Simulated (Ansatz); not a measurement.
Band-structure calculation, with input and output: CdTe

The run: band-structure calculation of CdTe (F-43m, 2 atoms in the cell). Method and program: DFT, PBE, plane waves, PAW, no spin polarisation (Ansatz 0.2.0).

The structure was built on a prototype by a generator. The geometry comes from this level: r2SCAN (a point of a series of strains). Figures and captions count atoms from 1; the log counts them from 0 in places.

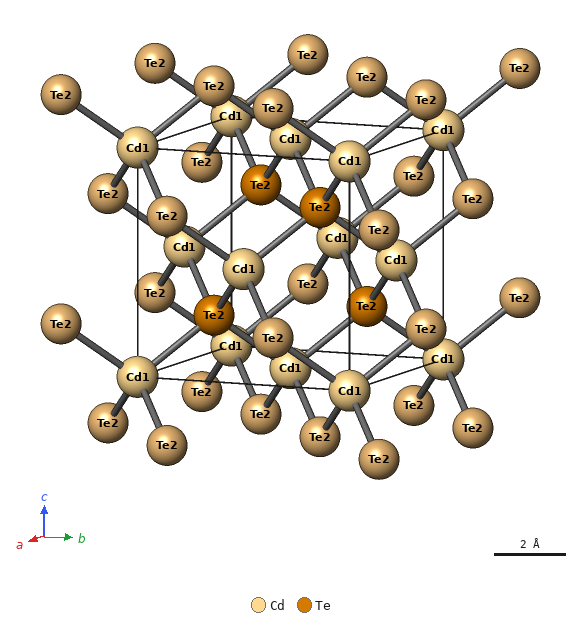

Figure 1. The structure (ball-and-stick view of the cell 4 times as large as that of the calculation, set on its symmetry axes, seen slightly off an axis; neighbours outside the cell are drawn fainter; atoms are numbered from 1 in the order of the input). Near neighbours in the crystal (not all of them lie inside the picture): Cd has 4 Te at 2.84 Å; Te has 4 Cd at 2.84 Å.

## Summary

```tsv
quantity	value
outcome	converged
space group (tolerance 0.01 Å)	F-43m (216)
electrons treated	36
free energy	−15235.3278 eV
Fermi energy	7.302 eV
band gap	0.66 eV
pressure	1.01 GPa
largest force (length of the vector)	under 0.001 eV/Å
hardware	4 threads of Intel Xeon (Granite Rapids), 12 GiB of memory available, shared host
wall time	0.57 s (CPU time 1.7 s)
peak memory	0.42 GiB
```

## Remarks

Spin-orbit coupling is left out, which matters for Te.

## Input
```yaml
crystal:
  lattice:
    - [0.0, 3.2799551159, 3.2799551159]
    - [3.2799551159, 0.0, 3.2799551159]
    - [3.2799551159, 3.2799551159, 0.0]
  atoms:
    - { symbol: Cd, position: [0.0, 0.0, 0.0] }
    - { symbol: Te, position: [0.25, 0.25, 0.25] }
kpoints:
  mp_grid: { grid: [6, 6, 6] }
  band_path:
    path:
      - [0.0, 0.0, 0.0]
      - [-0.5, -0.5, 0.0]
      - [-0.375, -0.375, 0.25]
      - [-0.375, 0.0, 0.375]
      - [0.0, 0.0, 0.5]
      - [-0.5, -0.25, 0.25]
    npoints: 1
hamiltonian:
  xc: pbe
scf:
  occupations: { method: fermi_dirac, width: 0.02 }
  n_extra_bands: 4
output:
  forces: true
  stress: true
  eigenvalues: true
  write_density: true
  write_potential: true
  elf: true
  volumetric_format: npy
```

Run as:
```bash
ansatz run input.yaml --threads 4 --pin off --max-ram 4608MiB --backend cpu --events-out ev --progress --plain --runs-dir out
```

## Log
```
scf.n_extra_bands = 4 over 18 filled bands (N_el = 36.0): the run solves 22 bands
Engine: ansatz 0.2.0, x86_64-unknown-linux-gnu
Pseudopotentials: kind: paw
Pseudopotential: Cd, paw, valence charge 20, recommended cutoff 420 eV (normal), Cd.paw.azcp
Pseudopotential: Te, paw, valence charge 16, recommended cutoff 420 eV (normal), Te.paw.azcp
Functional definition: PBE
  parameter kappa = 0.804
  parameter beta = 0.06672455060314922
  exchange = pbe_x(kappa = kappa, mu = beta*pi^2/3)
  correlation = pbe_c(beta = beta)
Crystal: 2 atoms, lattice volume = 70.572 Å³
Basis set: ecut = 420 eV, 1411 PW (Γ), exchange–correlation on 64×64×64 points (8 copies of the dense FFT grid, shifted against one another)
Bands: 22, of which v1, the nominal top of the filled ones, is band 18 counted from 1 (17 counted from 0)
Symmetry: 24 space group operations
Space group: F-43m (ITA 216), of the structure as read, at distance tolerance 4.1e-5 Å
k-points: 16 of 216 (time reversal used)
Non-local potential: Cd, projectors of the file, l = 0: 3, l = 1: 2, l = 2: 2, l = 3: 1
Non-local potential: Te, projectors of the file, l = 0: 2, l = 1: 2, l = 2: 2, l = 3: 2
PAW form: soft (Blöchl's): semilocal exchange-correlation on the pseudo side does not see the compensation charge
PAW one-centre angular grid: Cd, 590 points (default); XC on 64 Gauss nodes
PAW one-centre angular grid: Te, 590 points (default); XC on 64 Gauss nodes
Initial density: superposition of atomic densities (neutral atoms: chi_scale 0, normalization atom), corrected by the library's trained network
Initial wavefunctions: pseudopotential atomic-orbital guess
Functional: x = pbe(κ = 0.804, μ = 0.2195149727645171), c = pbe(β = 0.06672455060314922)
SCF iter   1: F=—  HF=-15235.328392 eV  |F-HF|=—  |Δ(HF+E_count)|=         —  Δρ=1.35e-3  dr2=3.27e-3  ethr=1.77e-3  ⟨swp⟩=6.4  Hψ=1688  notcnv=0
preconditioner: auto → none  [insulator: Δε(μ)=0.640 eV  Ē_g=11.269 eV  σ=0.020 eV  W_gap=1.00  n_scr=14 (ndim 8)  ℏωp=18.8 eV  f_vac=0.199  D(μ)=0.00/eV (n_scr^D=0)  ε∞_Penn≈3.8]
SCF iter   2: F=—  HF=-15235.327742 eV  |F-HF|=—  |Δ(HF+E_count)|=   6.50e-4  Δρ=5.07e-4  dr2=1.88e-4  ethr=9.09e-6  ⟨swp⟩=2.5  Hψ=705  notcnv=0
SCF iter   3: F=—  HF=-15235.327801 eV  |F-HF|=—  |Δ(HF+E_count)|=   5.91e-5  Δρ=1.88e-4  dr2=2.65e-5  ethr=5.21e-7  ⟨swp⟩=3.0  Hψ=672  notcnv=0
SCF iter   4: F=—  HF=-15235.327827 eV  |F-HF|=—  |Δ(HF+E_count)|=   2.58e-5  Δρ=7.99e-5  dr2=6.67e-6  ethr=7.36e-8  ⟨swp⟩=2.1  Hψ=519  notcnv=0
SCF iter   5: F=—  HF=-15235.327840 eV  |F-HF|=—  |Δ(HF+E_count)|=   1.28e-5  Δρ=2.23e-5  dr2=4.21e-7  ethr=1.85e-8  ⟨swp⟩=2.0  Hψ=496  notcnv=0
SCF iter   6: F=-15235.327842 eV  HF=-15235.327842 eV  |F-HF|=3.20e-8  |Δ(HF+E_count)|=   1.71e-6  Δρ=2.83e-6  dr2=6.84e-9  ethr=2.78e-10  ⟨swp⟩=11.7  Hψ=2496  notcnv=0
SCF 1 converged in 6 iterations: F = -15235.327842 eV  dr2 = 6.84e-9
  greatest PAW one-centre occupation: 1.000 electrons in one spin orbital (limit 2), on the Cd atom at site 0 (counted from 0), in its partial waves of l = 0
```

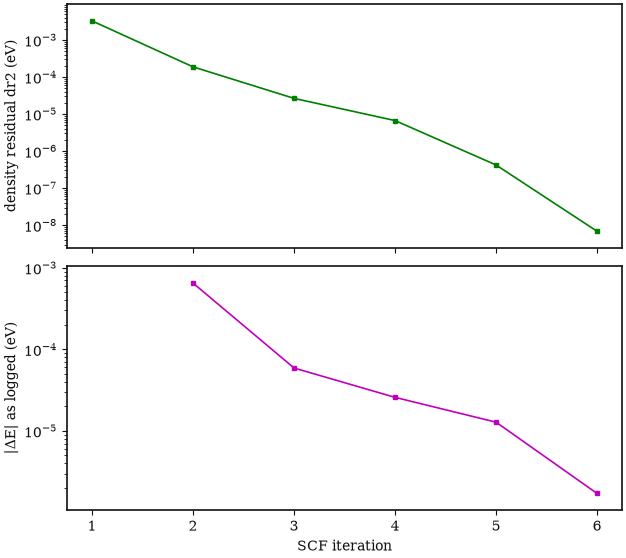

Figure 2. Convergence of the self-consistent field: density residual dr2 and size of the energy change against the SCF iteration. The residual falls at every step.

```
NSCF: frozen V_eff on 6 k-points
SCF converged after 6 iterations
Free energy (F): -15235.327842 eV
Harris-Foulkes:  -15235.327842 eV  (|F-HF|=3.20e-8)
Internal energy: -15235.327842 eV  (E = F + TS)
E sigma→0 (E₀):  -15235.327842 eV
Fermi energy:    7.301845 eV
--- Per-component energies (eV) ---
  E_band       = -804.532641
  E_kinetic    = 685.063069
  E_local      = -5498.384230  (includes V_loc(G=0)·N_el)
  E_nonlocal   = -276.743846
  E_hartree    = 2765.847911
  E_xc         = -300.758112
  E_vxc        = -325.401677  (∫ρ·V_xc dr)
  E_paw        = -8745.982915  (= ΣΔE_a)
  E_vpaw       = -920.764200  (= ΣTr[D̂ρ^β])
  E_aug_tail   = -0.000164  (compensation charges beyond the density's cutoff)
  E_ewald      = -3864.369554
  E_smearing   = -0.000000  (= −TS)
  E_closure    = 0.000000  (closes the sum)
  Σ components = -15235.327842   (vs F -15235.327842, Δ=0.00e0)
--- Forces (eV/Å), atoms counted from 1 ---
  atom   1  Cd     0.00000000    -0.00000000    -0.00000000
  atom   2  Te    -0.00000000     0.00000000     0.00000000
  max |Σ_I F_I| component: 1.30e-16 eV/Å
--- Stress (GPa, compression-positive) ---
        1.009461       0.000000      -0.000000
        0.000000       1.009461       0.000000
       -0.000000       0.000000       1.009461
  P = ⅓ Tr σ = 1.0095 GPa (10.095 kbar)
--- Band table (eV; the first three rows and the last of 16) ---
  k-point 0: bands = ["-95.0754", "-56.1379", "-56.1379", "-56.1379", "-28.9785", "-28.9785", "-28.9785", "-28.9717", "-28.9717", "-4.0114", "-1.2032", "-1.2032", "-1.2032", "-0.9684", "-0.9684", "6.9599", "6.9599", "6.9599", "7.6218", "11.5984", "11.5984", "11.5984"]
  k-point 1: bands = ["-95.0754", "-56.1378", "-56.1378", "-56.1378", "-28.9785", "-28.9784", "-28.9784", "-28.9717", "-28.9717", "-3.9198", "-1.1864", "-1.1864", "-1.1233", "-0.9694", "-0.9694", "5.2721", "6.7492", "6.7492", "8.7295", "11.6737", "11.9203", "11.9203"]
  k-point 2: bands = ["-95.0754", "-56.1379", "-56.1378", "-56.1378", "-28.9785", "-28.9783", "-28.9783", "-28.9716", "-28.9716", "-3.7371", "-1.1574", "-1.1574", "-0.9657", "-0.9657", "-0.8649", "3.5270", "6.3937", "6.3937", "8.8458", "12.2047", "12.2047", "13.1173"]
  k-point 15: bands = ["-95.0754", "-56.1379", "-56.1379", "-56.1379", "-28.9787", "-28.9782", "-28.9780", "-28.9717", "-28.9714", "-3.5381", "-1.0844", "-1.0834", "-1.0100", "-0.9566", "-0.4643", "2.9179", "4.8877", "4.9866", "10.6082", "10.7895", "13.5781", "13.8984"]
```

## File bands.tsv
```
# k_distance	band_0	band_1	band_2	band_3	band_4	band_5	band_6	band_7	band_8	band_9	band_10	band_11	band_12	band_13	band_14	band_15	band_16	band_17	band_18	band_19	band_20	band_21
# fermi_ev = 7.301845
# lock_threshold_ev = 1e-6
# [0, 0, 0] at k_distance = 0.000000
# [-0.5, -0.5, 0] at k_distance = 0.957816
# [-0.375, -0.375, 0.25] at k_distance = 1.296455
# [-0.375, 0, 0.375] at k_distance = 1.882995
# [0, 0, 0.5] at k_distance = 2.469535
# [-0.5, -0.25, 0.25] at k_distance = 3.146813
# levels_relative_to = fermi_ev
# free_energy_ev = -15235.327842
# largest_residual_norms_ev = 4.103e-4 3.011e-4 2.924e-4 3.884e-4 3.247e-4 3.623e-4 4.484e-4 3.599e-4 3.883e-4 1.054e-3 8.651e-4 7.911e-4 8.896e-4 7.430e-4 1.095e-3 1.507e-3 1.242e-3 1.158e-3 1.310e-3 1.030e-3 1.995e-3 2.112e-3
0.000000	-102.377250	-63.439695	-63.439695	-63.439695	-36.280337	-36.280337	-36.280337	-36.273553	-36.273553	-11.313256	-8.505038	-8.505038	-8.505038	-8.270274	-8.270274	-0.341934	-0.341934	-0.341934	0.319959	4.296515	4.296515	4.296515
0.957816	-102.377248	-63.439735	-63.439698	-63.439698	-36.280752	-36.279822	-36.279822	-36.273633	-36.273171	-10.838874	-8.360145	-8.358199	-8.358199	-8.242826	-7.819660	-4.470617	-2.082162	-2.082162	2.340469	2.351957	8.287094	8.611728
1.296455	-102.377248	-63.439735	-63.439721	-63.439704	-36.280523	-36.280009	-36.279907	-36.273548	-36.273276	-10.849234	-8.401624	-8.380497	-8.310436	-8.257820	-7.781339	-4.371497	-2.730791	-1.782345	2.579001	4.130057	6.938418	7.048168
1.882995	-102.377248	-63.439735	-63.439721	-63.439704	-36.280523	-36.280009	-36.279907	-36.273548	-36.273276	-10.849234	-8.401624	-8.380497	-8.310436	-8.257820	-7.781339	-4.371497	-2.730791	-1.782345	2.579001	4.130057	6.938418	7.048168
2.469535	-102.377248	-63.439737	-63.439695	-63.439695	-36.280390	-36.280088	-36.280088	-36.273436	-36.273436	-10.949616	-8.447877	-8.447877	-8.262117	-8.262117	-7.946710	-4.557538	-1.063312	-1.063312	1.444231	4.876855	4.876855	6.689874
3.146813	-102.377248	-63.439727	-63.439719	-63.439709	-36.280347	-36.280241	-36.279838	-36.273512	-36.273296	-10.840331	-8.394597	-8.388373	-8.295992	-8.269323	-7.749051	-4.350671	-2.519251	-2.385099	3.785865	4.355241	5.181202	5.990233
```

## File rho_z.tsv
```
# z_ang	rho[e/angstrom^3]
# format = ansatz-planar-average/11
# lattice	0.000000000	3.279955116	3.279955116
# lattice	3.279955116	0.000000000	3.279955116
# lattice	3.279955116	3.279955116	0.000000000
# sites	2
# site	48	0.000000000	0.000000000	0.000000000
# site	52	1.639977558	1.639977558	1.639977558
0.000000	1.218641e0
0.144955	1.188201e0
0.289910	1.071096e0
0.434865	9.334299e-1
0.579820	8.389107e-1
0.724775	8.150026e-1
0.869729	8.451840e-1
1.014684	8.841428e-1
1.159639	8.844022e-1
1.304594	8.199404e-1
1.449549	6.950695e-1
1.594504	5.376108e-1
1.739459	3.837506e-1
1.884414	2.624972e-1
2.029369	1.845495e-1
2.174324	1.406979e-1
2.319279	1.137375e-1
2.464233	9.339456e-2
2.609188	7.785232e-2
2.754143	6.685454e-2
2.899098	5.990943e-2
3.044053	5.715844e-2
3.189008	5.917398e-2
3.333963	6.771086e-2
3.478918	8.666753e-2
3.623873	1.244065e-1
3.768828	1.957618e-1
3.913782	3.173528e-1
4.058737	4.966471e-1
4.203692	7.204213e-1
4.348647	9.505003e-1
4.493602	1.133032e0
```

## File v_z.tsv
```
# z_ang	v_es[eV]	v_tot[eV]
# format = ansatz-planar-average/11
# xc	pbe
# density_cutoff_ev	1680
# datasets	Cd=:simpson_from_first_knot:soft	Te=:simpson_from_first_knot:soft
# lattice	0.000000000	3.279955116	3.279955116
# lattice	3.279955116	0.000000000	3.279955116
# lattice	3.279955116	3.279955116	0.000000000
# sites	2
# site	48	0.000000000	0.000000000	0.000000000
# site	52	1.639977558	1.639977558	1.639977558
0.000000	2.930973e0	-7.733306e0
0.144955	2.201196e0	-8.738164e0
0.289910	1.868325e0	-9.229886e0
0.434865	2.081777e0	-9.091889e0
0.579820	2.843497e0	-8.324834e0
0.724775	4.037847e0	-7.033711e0
0.869729	5.445771e0	-5.431663e0
1.014684	6.766581e0	-3.835561e0
1.159639	7.690608e0	-2.590711e0
1.304594	8.027790e0	-1.907009e0
1.449549	7.839377e0	-1.717790e0
1.594504	7.417272e0	-1.710394e0
1.739459	7.068504e0	-1.569140e0
1.884414	7.013584e0	-1.094641e0
2.029369	7.362081e0	-2.209799e-1
2.174324	8.083570e0	9.829096e-1
2.319279	8.991048e0	2.332202e0
2.464233	9.797974e0	3.540967e0
2.609188	1.031455e1	4.401724e0
2.754143	1.058069e1	4.947111e0
2.899098	1.067517e1	5.207973e0
3.044053	1.061543e1	5.188698e0
3.189008	1.041097e1	4.969490e0
3.333963	1.003343e1	4.473121e0
3.478918	9.434333e0	3.533224e0
3.623873	8.653063e0	2.218912e0
3.768828	7.797752e0	7.221101e-1
3.913782	6.949721e0	-8.215655e-1
4.058737	6.140268e0	-2.325985e0
4.203692	5.361610e0	-3.770683e0
4.348647	4.599647e0	-5.141497e0
4.493602	3.795260e0	-6.463242e0
```

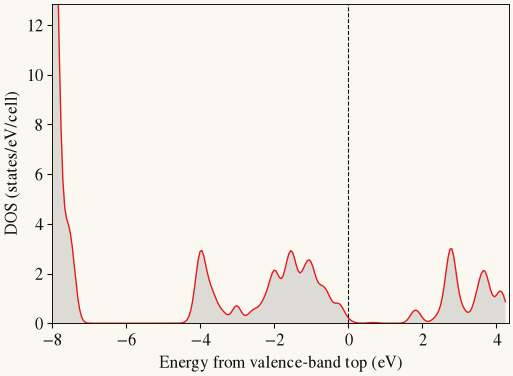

Figure 3. Density of states (the curve is built from the levels of the k mesh with Gaussians 0.3 eV wide, which also blur the band edges), with energies from the valence-band top. There is a gap of 0.66 eV on the k-point mesh. Small ripples come from the finite k-point mesh.

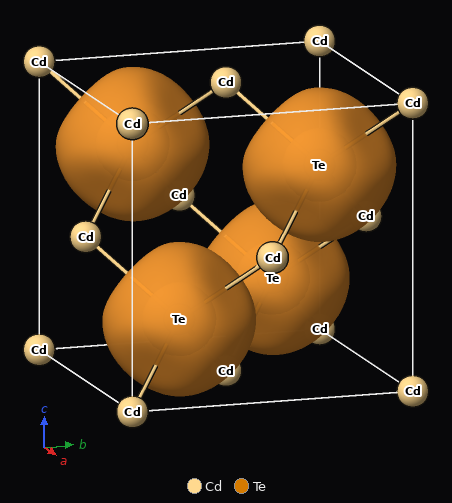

Figure 4. Isosurface of the ELF at 0.45 (orange), seen slightly off an axis. Core shells and regions of very low density are left out. Sticks mark near contacts. The outline is the cell set on symmetry axes. Profiles from the grid: Cd–Te (2.84 Å): the ELF is about 0.50 at the midpoint. In a PAW calculation such maps are meaningful between the atoms, not at the nuclei.

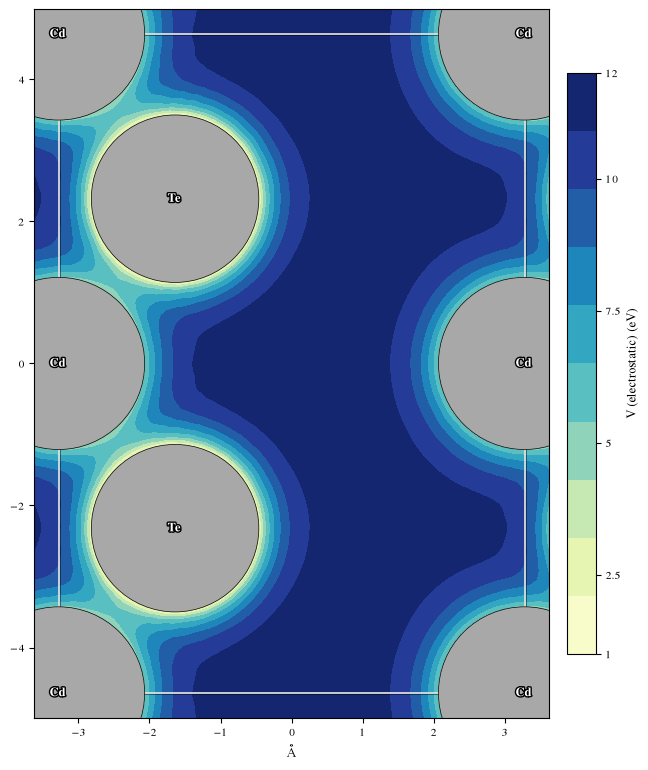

Figure 5. Electrostatic potential (local pseudopotential plus Hartree) felt by an electron on the (110) plane of the conventional cell. Grey discs, where drawn, cover atomic cores. The plane passes through Cd and Te nuclei. Outside the cores the potential energy rises away from the atoms and is highest about 2.8 Å from the nearest atoms; outside the discs it spans about 10 eV, and its zero is arbitrary.
